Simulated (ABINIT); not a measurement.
## Phonon bands calculation, with input and output: Au (part 1 of 3)

- system: Au (1 atom in the cell)
- method: Kohn-Sham DFT of a periodic cell, PBE, Ansatz PAW PBE generated set soft_1, frozen core, no spin polarisation (ABINIT 10.8.3)

The structure derives from an entry of the Crystallography Open Database.

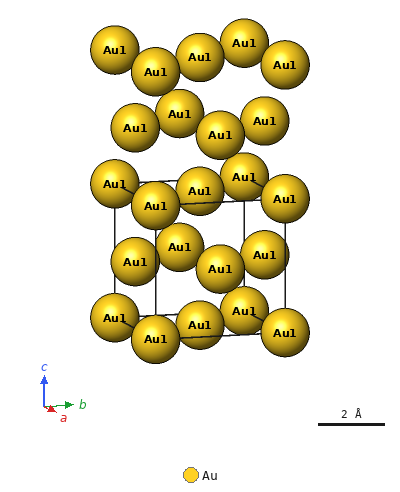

*The structure as given in the input (spheres-only view of the cell 4 times as large as that of the calculation, set on its symmetry axes, repeated 1 × 1 × 2, seen slightly off an axis; atoms are numbered from 1 in the order of the input). An atom can appear more than once, as a periodic image.*

### Input file
```
# Datasets
ndtset 4

# Pseudopotentials
pp_dirpath "./"
pseudos "Au.GGA_PBE-ansatz_soft_1.xml"

# Structure
acell 5.5607753223 5.5607753223 5.5607753223
rprim
     0.0000000000     0.7071067812     0.7071067812
     0.7071067812     0.0000000000     0.7071067812
     0.7071067812     0.7071067812     0.0000000000
ntypat 1
znucl 79
natom 1
typat 1
chkprim 0
chksymtnons 0
tolsym 1.0e-6
xred
            0.0            0.0            0.0

# Plane-wave basis
ecut 15.4
pawecutdg 30.8
pawxcdev 0
ecutsm 0.5

# k points
ngkpt 12 12 12
nshiftk 1
shiftk 0.0 0.0 0.0

# Exchange and correlation
ixc 11

# Bands and occupations
nband 18
occopt 4
tsmear 0.2 eV

# SCF cycle
nstep 80

# Output
prteig 0
prtebands 0
prtwf 0
prtden 0
prtpot 0

# Dataset 1: ground state
kptopt1 1
tolvrs1 1.0e-11
prtwf1 1
tolwfr1 1.0e-14
nbdbuf1 4
nline1 6

# Dataset 2: response at q = 0 to atomic displacements
rfphon2 1
rfatpol2 1 1
rfdir2 1 1 1
getwfk2 1
kptopt2 2
nqpt2 1
qpt2 0.0 0.0 0.0
tolvrs2 1.0e-8

# Dataset 3: atomic displacements at q = 0.5 0.0 0.0
rfphon3 1
rfatpol3 1 1
rfdir3 1 1 1
getwfk3 1
kptopt3 3
nqpt3 1
qpt3 1/2 0.0 0.0
tolvrs3 1.0e-8

# Dataset 4: atomic displacements at q = 0.5 0.5 0.0
rfphon4 1
rfatpol4 1 1
rfdir4 1 1 1
getwfk4 1
kptopt4 3
nqpt4 1
qpt4 1/2 1/2 0.0
tolvrs4 1.0e-8
```

### File mrgddb.in
```
merged_DDB
Au
4
runo_DS1_DDB
runo_DS2_DDB
runo_DS3_DDB
runo_DS4_DDB
```

### File anaddb.abi
```
ddb_filepath "merged_DDB"
output_file "anaddb.abo"
outdata_prefix "ana"
asr 2
chneut 0
dipdip 0
dieflag 0
enunit 0
ifcflag 1
brav 1
ngqpt 2 2 2
nqshft 1
q1shft 0.0 0.0 0.0
nqpath 10
ndivsm 6
qpath
     0.0000000000     0.0000000000     0.0000000000
     0.5000000000     0.0000000000     0.5000000000
     0.5000000000     0.2500000000     0.7500000000
     0.3750000000     0.3750000000     0.7500000000
     0.0000000000     0.0000000000     0.0000000000
     0.5000000000     0.5000000000     0.5000000000
     0.6250000000     0.2500000000     0.6250000000
     0.5000000000     0.2500000000     0.7500000000
     0.5000000000     0.5000000000     0.5000000000
     0.3750000000     0.3750000000     0.7500000000
prtdos 2
ng2qpt 20 20 20
dosdeltae 2.0e-5
```

Launch command:
```bash
mpirun --bind-to none -np 4 abinit run.abi > log 2>&1
mrgddb < mrgddb.in > mrgddb.log 2>&1
anaddb anaddb.abi > anaddb.log 2>&1
```

### The program's output
```
.Version 10.8.3 of ABINIT
 DATASET    1 : space group Fm -3 m (#225); Bravais cF (face-center cubic)
================================================================================
 Values of the parameters that define the memory need for DATASET  1.
     intxc =       0    ionmov =       0      iscf =      17    lmnmax =      26
     lnmax =       8     mgfft =      20  mpssoang =       4    mqgrid =    3001
     natom =       1  nloc_mem =       2    nspden =       1   nspinor =       1
    nsppol =       1      nsym =      48    n1xccc =       1    ntypat =       1
    occopt =       4   xclevel =       2
       mpw =         360          nfft =        8000          nkpt =          72
 PAW method is used; the additional fine FFT grid is defined by:
   mgfftf=        30    nfftf =     27000
================================================================================
================================================================================

 DATASET    2 : space group Fm -3 m (#225); Bravais cF (face-center cubic)
================================================================================
 Values of the parameters that define the memory need for DATASET  2 (RF).
     intxc =       0      iscf =       7    lmnmax =      26     lnmax =       8
     mgfft =      20  mpssoang =       4    mqgrid =    3001     natom =       1
  nloc_mem =       2    nspden =       1   nspinor =       1    nsppol =       1
      nsym =      48    n1xccc =       1    ntypat =       1    occopt =       4
   xclevel =       2
      nfft =        8000          nkpt =         868
================================================================================
================================================================================

 DATASET    3 : space group Fm -3 m (#225); Bravais cF (face-center cubic)
================================================================================
 Values of the parameters that define the memory need for DATASET  3 (RF).
     intxc =       0      iscf =       7    lmnmax =      26     lnmax =       8
     mgfft =      24  mpssoang =       4    mqgrid =    3001     natom =       1
  nloc_mem =       2    nspden =       1   nspinor =       1    nsppol =       1
      nsym =      48    n1xccc =       1    ntypat =       1    occopt =       4
   xclevel =       2
      nfft =       13824          nkpt =        1728
================================================================================
================================================================================

 DATASET    4 : space group Fm -3 m (#225); Bravais cF (face-center cubic)
================================================================================
 Values of the parameters that define the memory need for DATASET  4 (RF).
     intxc =       0      iscf =       7    lmnmax =      26     lnmax =       8
     mgfft =      24  mpssoang =       4    mqgrid =    3001     natom =       1
  nloc_mem =       2    nspden =       1   nspinor =       1    nsppol =       1
      nsym =      48    n1xccc =       1    ntypat =       1    occopt =       4
   xclevel =       2
      nfft =       13824          nkpt =        1728
================================================================================
================================================================================

--------------------------------------------------------------------------------
------------- Echo of variables that govern the present computation ------------
--------------------------------------------------------------------------------
 -outvars: echo values of preprocessed input variables --------
            acell      5.5607753223E+00  5.5607753223E+00  5.5607753223E+00 Bohr
              amu      1.96966540E+02
          chkprim           0
      chksymtnons           0
             ecut      1.54000000E+01 Hartree
           ecutsm      5.00000000E-01 Hartree
           getwfk1          0
           getwfk2          1
           getwfk3          1
           getwfk4          1
             iscf1         17
             iscf2          7
             iscf3          7
             iscf4          7
                       outvar_i_n : Printing only first  50 k-points.
              ixc          11
           jdtset        1    2    3    4
                       outvar_i_n : Printing only first  50 k-points.
           kptopt1          1
           kptopt2          2
           kptopt3          3
           kptopt4          3
         kptrlatt       12    0    0      0   12    0      0    0   12
          kptrlen      6.67293039E+01
            natom           1
            nband1         18
            nband2         18
            nband3         18
            nband4         18
           nbdbuf1          4
           nbdbuf2          2
           nbdbuf3          2
           nbdbuf4          2
           ndtset           4
            ngfft1         20      20      20
            ngfft2         20      20      20
            ngfft3         24      24      24
            ngfft4         24      24      24
          ngfftdg          30      30      30
             nkpt1         72
             nkpt2        868
             nkpt3       1728
             nkpt4       1728
            nline1          6
            nline2          4
            nline3          4
            nline4          4
             nqpt1          0
             nqpt2          1
             nqpt3          1
             nqpt4          1
            nstep          80
             nsym          48
           ntypat           1
                       prtocc : prtvol=0, do not print more k-points.
                       prtocc : prtvol=0, do not print more k-points.
                       prtocc : prtvol=0, do not print more k-points.
                       prtocc : prtvol=0, do not print more k-points.
           occopt           4
        optdriver1          0
        optdriver2          1
        optdriver3          1
        optdriver4          1
        pawecutdg      3.08000000E+01 Hartree
         pawxcdev           0
           prtden           0
        prtebands           0
           prteig           0
            prtwf1          1
            prtwf2          0
            prtwf3          0
            prtwf4          0
              qpt1     0.00000000E+00  0.00000000E+00  0.00000000E+00
              qpt2     0.00000000E+00  0.00000000E+00  0.00000000E+00
              qpt3     5.00000000E-01  0.00000000E+00  0.00000000E+00
              qpt4     5.00000000E-01  5.00000000E-01  0.00000000E+00
           rfphon1          0
           rfphon2          1
           rfphon3          1
           rfphon4          1
            rprim      0.0000000000E+00  7.0710678120E-01  7.0710678120E-01
                       7.0710678120E-01  0.0000000000E+00  7.0710678120E-01
                       7.0710678120E-01  7.0710678120E-01  0.0000000000E+00
          spgroup         225
           tolsym      1.00000000E-06
           tolvrs1     1.00000000E-11
           tolvrs2     1.00000000E-08
           tolvrs3     1.00000000E-08
           tolvrs4     1.00000000E-08
           tolwfr1     1.00000000E-14
           tolwfr2     0.00000000E+00
           tolwfr3     0.00000000E+00
           tolwfr4     0.00000000E+00
           tsmear      7.34986444E-03 Hartree
            typat      1
           useylm           1
                       outvars : Printing only first  50 k-points.
            znucl       79.00000

================================================================================

 chkinp: Checking input parameters for consistency, jdtset=   1.

 chkinp: Checking input parameters for consistency, jdtset=   2.

 chkinp: Checking input parameters for consistency, jdtset=   3.

 chkinp: Checking input parameters for consistency, jdtset=   4.

================================================================================
== DATASET  1 ==================================================================

--- !DatasetInfo
iteration_state: {dtset: 1, }
dimensions: {natom: 1, nkpt: 72, mband: 18, nsppol: 1, nspinor: 1, nspden: 1, mpw: 360, }
cutoff_energies: {ecut:  15.4, pawecutdg:  30.8, }
electrons: {nelect:   1.90000000E+01, charge:   0.00000000E+00, occopt:   4.00000000E+00, tsmear:   7.34986444E-03, }
meta: {optdriver: 0, ionmov: 0, optcell: 0, iscf: 17, paral_kgb: 0, }
...

 Exchange-correlation functional for the present dataset will be:
  GGA: Perdew-Burke-Ernzerhof functional - ixc=11
  J.P.Perdew, K.Burke, M.Ernzerhof, PRL 77, 3865 (1996)

 Real(R)+Recip(G) space primitive vectors, cartesian coordinates (Bohr,Bohr^-1):
 R(1)=  0.0000000  3.9320619  3.9320619  G(1)= -0.1271597  0.1271597  0.1271597
 R(2)=  3.9320619  0.0000000  3.9320619  G(2)=  0.1271597 -0.1271597  0.1271597
 R(3)=  3.9320619  3.9320619  0.0000000  G(3)=  0.1271597  0.1271597 -0.1271597
 Unit cell volume ucvol=  1.2158809E+02 bohr^3
 Angles (23,13,12)=  6.00000000E+01  6.00000000E+01  6.00000000E+01 degrees

 Coarse grid specifications (used for wave-functions):

 getcut: wavevector=  0.0000  0.0000  0.0000  ngfft=  20  20  20
         ecut(hartree)=     15.400   => boxcut(ratio)=   2.03596

 Fine grid specifications (used for densities):

 getcut: wavevector=  0.0000  0.0000  0.0000  ngfft=  30  30  30
         ecut(hartree)=     30.800   => boxcut(ratio)=   2.16186

--- Pseudopotential description ------------------------------------------------
- pspini: atom type   1  psp file is ./Au.GGA_PBE-ansatz_soft_1.xml
 Pseudopotential format is: paw10
 basis_size (lnmax)=  8 (lmn_size= 26), orbitals=   0   0   0   1   1   2   2   3
 Spheres core radius: rc_sph= 2.63805767
 Shapefunction is NUMERIC type: directly read from atomic data file
 Radius for shape functions =  2.63805767
 Compensation charge density is not taken into account in XC energy/potential

   9.70512042E+02                                ecore*ucvol(ha*bohr**3)
--------------------------------------------------------------------------------

================================================================================

--- !BeginCycle
iteration_state: {dtset: 1, }
solver: {iscf: 17, nstep: 80, nline: 6, wfoptalg: 10, }
tolerances: {tolwfr: 1.00E-14, tolvrs: 1.00E-11, }
...
```
